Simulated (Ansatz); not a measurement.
# Calculations on ZrS2

Part 1: Relaxation

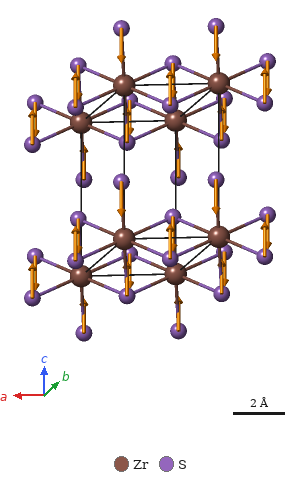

This is a relaxation of crystalline ZrS₂ (set up in P-3m1). The starting structure is drawn; orange arrows show the displacements (the part carried along by the change of the cell is left out), magnified 100 times.

Style: ball-and-stick. Shown: the cell of the calculation, from a free direction.

Case: biaxial strain in the a-b plane of +1.0 %; c and atoms relaxed.

Method: DFT PBE, scalar-relativistic, plane waves, PAW (Ansatz 0.2.0). Set-up: plane-wave cutoff 420 eV; k-point mesh 12 × 12 × 4; occupations gaussian; smearing width 0.02 eV; no spin polarisation; cell relaxed at fixed a, b, gamma; force threshold 0.008 eV/Å; at most 40 steps.

Which element moves most?

Sulfur: up to 0.015 Å, against 0.000 Å for zirconium.

What did the optimiser do to the structure, and how much energy did it gain?

The largest moves relative to the cell, 0.015 Å, are those of S atoms. Zr stays in place. Cell: a = b unchanged at 3.722 Å, c 6.717 → 6.748 Å (+0.5 %). Volume +0.5 %. Near-neighbour distances that change, for instance: S–Zr 2.587 → 2.582 Å. The space group stays P-3m1 (No. 164). The energy falls by 0.8 meV per cell of the calculation in 4 accepted moves (6 points after the start). The largest force component goes from 0.092 to 0.00077 eV/Å. The pressure goes from −1.23 to −0.84 GPa. The line search rejected the trial step at point 1 of the run. At 1 point the geometry stayed and the basis and grid were re-selected for the new cell (energy shift of less than 0.05 meV per cell of the calculation at most each time). Cost: 25 s on 1 thread of Intel(R) Xeon(R) Platinum 8488C (Sapphire Rapids), with other jobs on the host, peak memory 0.47 GiB.

Part 2: Relaxation

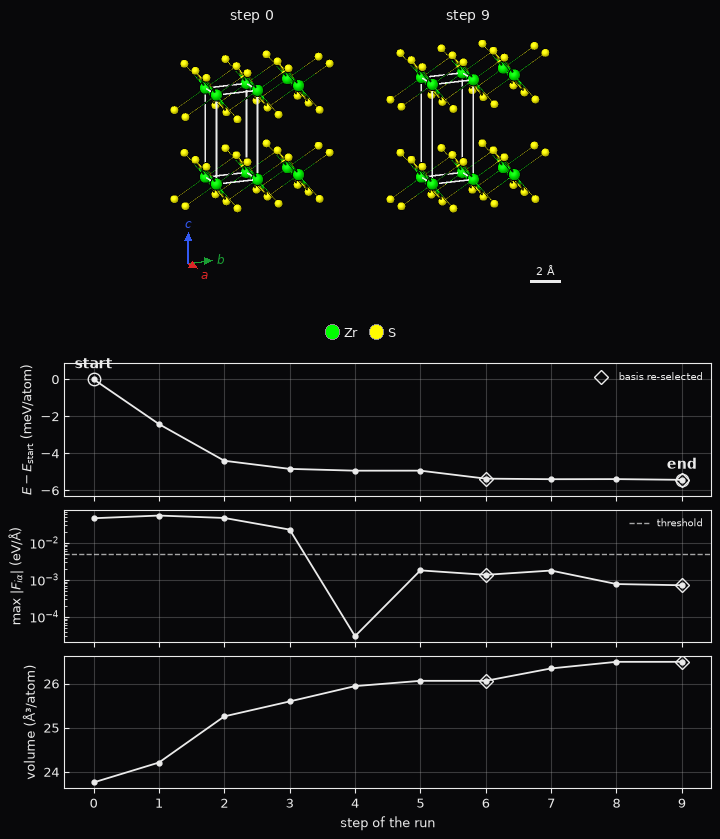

First and last geometry of a relaxation of solid ZrS$_{2}$ (set up in P-3m1), with the history of the run. The picture is a ball-and-stick view of the cell of the calculation, repeated 1 × 2 × 1 with one cell outlined, seen slightly off an axis.

Theory: DFT PBE, scalar-relativistic, plane waves, PAW in Ansatz. Set-up: plane-wave cutoff 420 eV; k-point mesh 12 × 12 × 6; occupations gaussian; smearing width 0.02 eV; no spin polarisation; cell and atoms relaxed; force threshold 0.005 eV/Å; at most 80 steps.

> What do the curves and the structures tell?

It converged. The largest moves relative to the cell, 0.16 Å, are those of S atoms. Zr stays in place. The drawn cell changes as follows: a = b 3.691 → 3.685 Å (−0.2 %), c 6.041 → 6.758 Å (+11.9 %); the volume changes by +11.5 %. The space group stays P-3m1 (No. 164). Over 7 accepted moves (9 points after the start) the energy falls by 5.4 meV per atom. Largest force component: 0.046 eV/Å at the start, 0.00071 eV/Å at the end. The pressure goes from 0.47 to 0.00 GPa. The SCF was repeated twice at an unchanged geometry on a basis and grid sized afresh for the cell, which shifted the energy by 0.4 meV per atom at most.

Part 3: A change

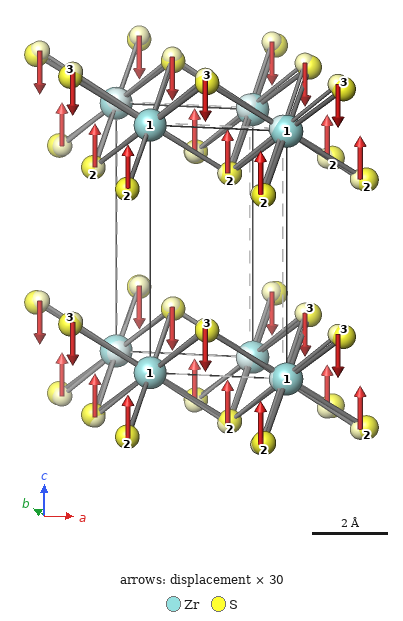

Crystalline ZrS$_{2}$ (set up in P-3m1), drawn pale, and a changed version of it, drawn solid. The red arrows show how the atoms are displaced (without the part that the change of the cell carries along), magnified 30 times. A ball-and-stick model of the cell of the calculation, seen slightly off an axis.

The calculation used DFT PBE, scalar-relativistic, plane waves, PAW in Ansatz. Settings: plane-wave cutoff 420 eV; k-point mesh 12 × 12 × 4; occupations gaussian; smearing width 0.02 eV; no spin polarisation.

### What was done to the structure, and with what result?

Biaxial strain in the a–b plane, +3.0 %, is applied. The c axis and the atoms are relaxed. It costs 18.5 meV per atom. Pressure: 0.0 GPa before, −2.4 GPa after. The principal stresses (compression positive) are 0.0 GPa along c and −3.5 GPa across it. The volume changes by +5.1 %, with a = b 3.685 → 3.796 Å (+3.0 %), c 6.758 → 6.694 Å (−0.9 %). The largest moves relative to the cell, 0.040 Å, are those of S2 and S3. S2 goes along +c. Zr stays in place. Some distances before and after: S–Zr 2.574 → 2.598 Å. The space group stays P-3m1 (No. 164).
